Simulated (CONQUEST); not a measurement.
**A series of single points on TiC**

System: TiC (Fm-3m, 4 atoms in the cell).
Method: Kohn-Sham DFT of a periodic cell, PBE, PseudoDojo NC PBE, no spin polarisation (CONQUEST 1.3).

The 7 runs differ only in the geometry, by an even scaling of the cell at fixed fractional positions. The structure derives from a Materials Project entry.

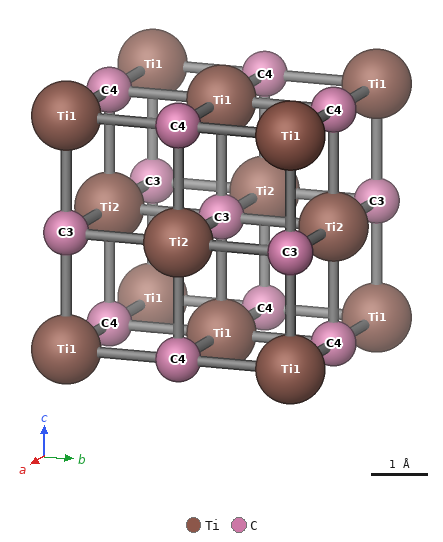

Figure 1. The structure of run 4 (ball-and-stick view of the cell 2 times as large as that of the calculation, set on its symmetry axes, seen slightly off an axis; atoms are numbered from 1 in the order of the input).

**Input of run 4**
```
IO.Title TiC
IO.Coordinates coords.dat
IO.FractionalAtomicCoords T
IO.Iprint 2
IO.Iprint_init 1
General.NumberOfSpecies 2
General.PseudopotentialType hamann
AtomMove.TypeOfRun static
AtomMove.FullStress T
Grid.PointsAlongX 32
Grid.PointsAlongY 32
Grid.PointsAlongZ 48
DM.SolutionMethod diagon
Diag.MPMesh T
Diag.GammaCentred T
Diag.MPMeshX 6
Diag.MPMeshY 6
Diag.MPMeshZ 5
Diag.kT 0.00183747
minE.SCTolerance 1e-6
SC.MaxIters 100
IO.AtomChargeOutput T
%block ChemicalSpeciesLabel
1 47.880 Ti
2 12.010 C
%endblock
```

Command:
```bash
Conquest
```

Lattice vectors (Å) and fractional positions of run 4:
```
   3.062789    0.000000    0.000000
   0.000000    3.062789    0.000000
   0.000000    0.000000    4.331438
Ti  0.000000  0.000000  0.000000
Ti  0.500000  0.500000  0.500000
C   0.000000  0.000000  0.500000
C   0.500000  0.500000  0.000000
```

Run 3 has the same physical settings and fractional positions; its lattice vectors (Å) are:
```
   3.042233    0.000000    0.000000
   0.000000    3.042233    0.000000
   0.000000    0.000000    4.302367
```

**Results, with one run withheld**

```csv
run,volume per atom (Å³),"free energy per atom, from the lowest run given (meV)",pressure (GPa)
1,9.548,39.90,19.88
2,9.752,18.92,13.68
3,9.955,?,?
4,10.158,0.00,1.85
5,10.361,0.27,−2.39
6,10.564,6.90,−7.67
7,10.767,18.99,−11.18
```

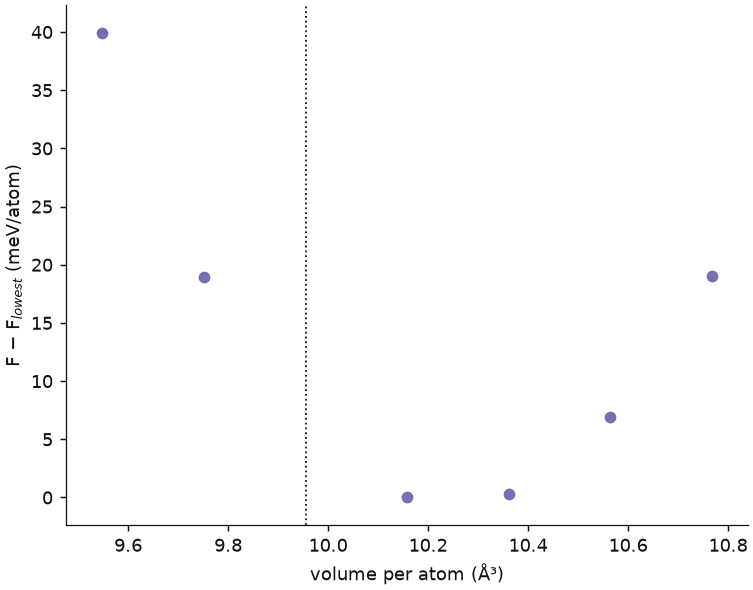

Figure 2. Free energy per atom of the runs given; the dotted line marks run 3.

What should run 3 give?

A cubic polynomial in V^(−2/3) (the Birch–Murnaghan form), fitted to the 6 runs given, misses them by at most 0.13 meV per atom. With x = V^(−2/3) − 0.21295 Å⁻², it reads F = −0.34172 + 738.49 x + 3.9931e+05 x² − 8.912e+05 x³ (meV per atom). At run 3 it gives 5.89 meV per atom, and the run itself gives 5.66. The slope of the fit gives a pressure −dF/dV of 7.47 GPa there, and the run prints 7.27 GPa. The two needn't agree exactly: the fit is approximate, and the printed stress is taken on a finite basis. The fit has its minimum at 10.243 Å³ per atom, where V d²F/dV² gives 251 GPa: the bulk modulus at this level, since symmetry fixes the shape and the positions.

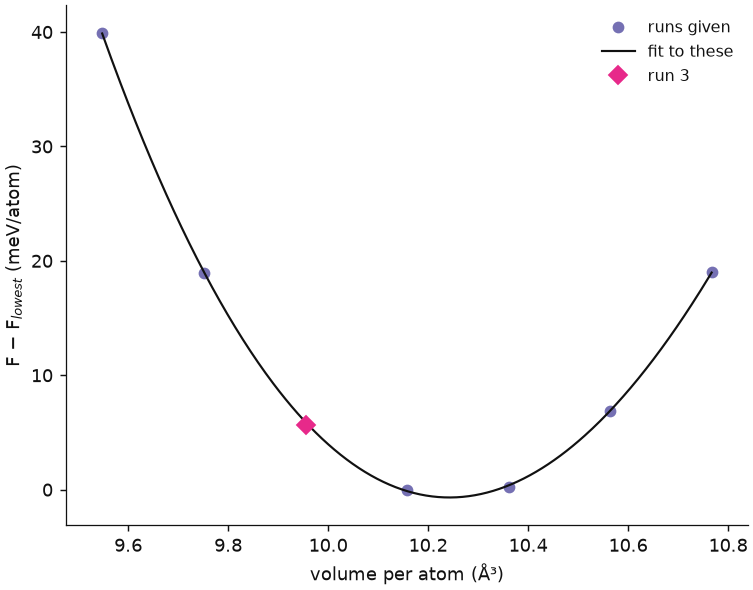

Figure 3. The fit and the withheld run.

**Some lines of the output (run 3)**
```
[...]
          DFT Total Energy                 :      -130.857105609920382 Ha
          Free Energy (E-TS)               :      -130.859040506423526 Ha
          DFT Total Energy                 :      -130.858646198075689 Ha
          Free Energy (E-TS)               :      -130.859021969434792 Ha
          DFT Total Energy                 :      -130.858698784735509 Ha
          Free Energy (E-TS)               :      -130.858968693266206 Ha
          DFT Total Energy                 :      -130.858759053509431 Ha
          Free Energy (E-TS)               :      -130.858967453122091 Ha
          DFT Total Energy                 :      -130.858765099519758 Ha
          Free Energy (E-TS)               :      -130.858966565099450 Ha
          DFT Total Energy                 :      -130.858764334525290 Ha
      | Free Energy as E-TS      =      -130.858966565099450 Ha
      |* DFT total energy        =      -130.858764334525290 Ha
    force: Average pressure:      7.26568784 GPa
```

Notes: With a small basis of atomic orbitals these values can differ much from converged plane-wave results.
